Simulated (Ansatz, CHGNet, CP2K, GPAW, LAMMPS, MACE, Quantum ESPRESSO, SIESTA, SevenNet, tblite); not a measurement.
**How far do other methods lie from plane waves? In2O3 with crystalline order left by the classical run (85 atoms)**

One geometry of In2O3 with crystalline order left by the classical run (85 atoms) is solved by several programs and methods. How far do their forces lie from a plane-wave PBE run?

Results are calculated, not measured.

## (1) The cell

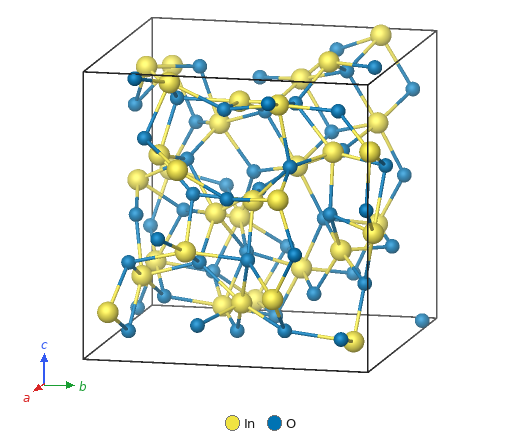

The cell (indium yellow, oxygen blue). Bonds to atoms that aren't drawn are left out. Some periodic images of atoms are drawn too.

The cell holds 85 atoms (34 In and 51 O), with edges of 10.56, 10.56 and 10.56 Å. Recipe: 85 atoms (34 Sc, 51 O) placed at random at 3.63 g/cm³, melted at 5000 K for 10 ps at fixed volume with the Morse and Coulomb pair potential with partial charges (Pedone, Malavasi, Menziani, Cormack and Segre, J. Phys. Chem. B 110, 11780 (2006)). Quenched from 5000 K to 300 K at 10 K/ps and fixed volume, held 10 ps at zero pressure, then minimised at fixed cell. Then Sc was replaced by In and the cell scaled by 1.038 (the potential has no terms for the new elements, so the cell is a start for a DFT relaxation). The density is 6.65 g/cm³.

## (2) The reference input

Quantum ESPRESSO 7.5: Kohn-Sham DFT, PBE, SSSP efficiency 1.3.0 pseudopotentials, plane waves. Its input, pw.in:

```
&control
  calculation = 'scf'
  pseudo_dir = './pseudo'
  outdir = './tmp'
  disk_io = 'none'
  tprnfor = .true.
  tstress = .true.
/
&system
  ibrav = 0
  nat = 85
  ntyp = 2
  ecutwfc = 60
  ecutrho = 480
  nosym = .true.
  occupations = 'smearing'
  smearing = 'fd'
  degauss = 0.003675
/
&electrons
  conv_thr = 4.3e-07
  electron_maxstep = 100
  mixing_beta = 0.4
  mixing_mode = 'plain'
  diagonalization = 'david'
/
ATOMIC_SPECIES
In 114.818 In.upf
O 15.999 O.upf
CELL_PARAMETERS angstrom
10.56142 0.00000 0.00000
0.00000 10.56142 0.00000
0.00000 0.00000 10.56142
ATOMIC_POSITIONS crystal
In 0.08861 0.82545 0.99279
In 0.17585 0.56740 0.84533
In 0.72887 0.53097 0.52458
In 0.93215 0.64855 0.22476
[... 79 atom lines left out ...]
O 0.24630 0.41726 0.53011
O 0.78300 0.52554 0.32771
K_POINTS gamma
```

```console
$ OMP_NUM_THREADS=1 mpirun -np 4 pw.x -in pw.in > output.txt
```

Wall time 5 min (4 MPI ranks of Arm Neoverse V2, shared host); peak memory 4.3 GiB; 20 min of CPU time.

It converged with an r.m.s. force component of 0.23 eV/Å and a pressure of -2.1 GPa.

## (3) What was run beside it

- CHGNet: machine-learned potential, published weights.
- CP2K 2026.2: Gaussian basis with GTH pseudopotentials and a plane-wave density; labels give functional, basis (MOLOPT sets; SR short-range, UZH the newer set with its own potentials), grid cutoff/relative cutoff and solver (OT: orbital transformation; TRS4, TC2, SIGN: linear-scaling purification with its sparsity filter), or its built-in tight binding.
- GPAW 26.7.0: PAW with atomic orbitals (LCAO), plane waves or a real-space grid of spacing h.
- MACE: machine-learned potential, published weights.
- SIESTA 5.4.2: numerical atomic orbitals, whose automatically made sets are far from complete, with PseudoDojo norm-conserving potentials that we converted to its format (checked against plane waves on the same files for H, C, O, Si, Ge and Ca alone); labels give functional, basis size, energy shift and mesh cutoff.
- SevenNet: machine-learned potential, published weights.

All use the same cell and atoms, and the electronic-structure runs the same k-mesh.

## (4) Side by side

Differences are against the reference: forces as r.m.s. over components, share as that over the reference's r.m.s. force, slope as the fitted ratio of a run's forces to the reference's.

```csv
run,"Δ force, r.m.s. (meV/Å)",share (%),slope,Δ pressure (GPa),cores,CPU time,memory (GiB)
reference,-,-,-,-,4,20 min,4.3
CHGNet r2SCAN potential,113,48.2,0.672,-4.03,1,4.4 s,1.1
"CP2K PBE, DZVP-UZH, 800/50 Ry, diagonalisation",38.6,16.5,1.041,2.40,2,11 min,5.4
"GPAW PBE, LCAO dzp, h 0.18 Å",64.9,27.7,1.078,-,1,7.1 min,2.1
"GPAW PBE, LCAO dzp, h 0.22 Å (coarse)",141,60.0,1.084,-,1,4.3 min,1.2
MACE MP-0b3 medium potential,47.9,20.4,0.926,0.286,1,8.4 s,1.1
"SIESTA PBE, DZ, shift 0.01 Ry, mesh 500 Ry (coarse)",136,57.9,1.137,0.150,2,4.2 min,1.8
"SIESTA PBE, DZP, shift 0.01 Ry, mesh 500 Ry",81.2,34.6,1.096,1.08,4,12 min,3.2
"SIESTA PBE, SZP, shift 0.01 Ry, mesh 500 Ry (coarse)",85.7,36.6,1.144,3.06,2,11 min,2.5
"SIESTA revPBE, PBE potentials, DZP, shift 0.01 Ry, mesh 500 Ry",81.2,34.7,1.116,3.36,4,12 min,3.2
SevenNet 0 potential,49.0,20.9,0.916,0.445,1,7.5 s,0.91
```

Rows marked coarse were listed beforehand as settings not expected to be converged; some can still land near the reference.

Times of the machine-learned potentials are mostly Python's start and the loading of weights.

Runs without a result: tblite GFN1-xTB (ended with an error or stopped unconverged).

CPU time is summed over cores on shared hosts, so it is rough.

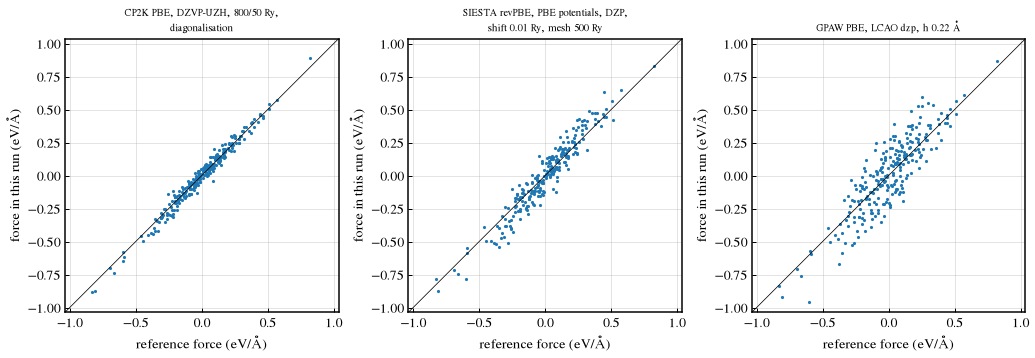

Force components against those of the reference; the line marks equality.

## (5) What came out

Forces lie from 16 % (CP2K PBE, DZVP-UZH, 800/50 Ry, diagonalisation) to 60 % (GPAW PBE, LCAO dzp, h 0.22 Å, coarse) of the reference's r.m.s. force of 0.23 eV/Å away from it. The PBE runs in local orbitals, coarse settings apart, differ by 16 % (CP2K PBE, DZVP-UZH, 800/50 Ry, diagonalisation) to 35 % (SIESTA PBE, DZP, shift 0.01 Ry, mesh 500 Ry); basis, grid and potentials can all enter. Machine-learned potentials differ by 20 % (MACE MP-0b3 medium potential) to 48 % (CHGNet r2SCAN potential); they were trained on other programs' data, some at another functional. Rows with another functional or a dispersion term differ by 35 % (SIESTA revPBE, PBE potentials, DZP, shift 0.01 Ry, mesh 500 Ry), which mixes the change of model with differences of basis and potentials, some of them made for another functional.

Runs with settings chosen to be coarse differ by 37 % (SIESTA PBE, SZP, shift 0.01 Ry, mesh 500 Ry) to 60 % (GPAW PBE, LCAO dzp, h 0.22 Å), their programs' other errors included. From GPAW PBE, LCAO dzp, h 0.22 Å to the finer GPAW PBE, LCAO dzp, h 0.18 Å the share falls from 60 to 28 %. Pressures at PBE, coarse settings apart, lie +1.08 to +2.40 GPa from the reference's.

**Limits.** The reference's pressure holds the uncorrected Pulay stress of its 60 Ry basis, so small pressure differences may be the reference's own error. Machine-learned potentials mimic data converged in k, so the reference's own k-point error enters their differences. The quench rate of 10 K/ps is many orders above laboratory rates, so the cell is likely richer in defects and strain than a real sample. The network of bonds at the start is that of the classical potential that made the cell, and needn't be the one that DFT or experiment would give. The reference's stress is far from hydrostatic: its diagonal is -4.5, 0.5, -2.4 GPa, compression counted positive. The electronic-structure runs sample only Γ, in a cell whose shortest periodic width is 11 Å. The reference's pressure of -2.1 GPa reflects the volume that the recipe set, positions that aren't this level's minimum and the basis. Spin–orbit coupling is left out. Where levels are smeared, the DFT runs use Fermi–Dirac occupations at 580 K (0.05 eV), and energies are free energies. The reference's cutoffs and mesh weren't converged further here.

[Logs are printed without paths, hosts, clocks, repeated set-up lines and the standing remarks that a program may print on its own settings, such as how far it seeks lower states.]

[Hosts, paths, dates, database ids (printed as entryN), source tags and the programs' standing remarks are cut or masked in the printed files.]

[Cells were taken only where this reference lay near another plane-wave run.]
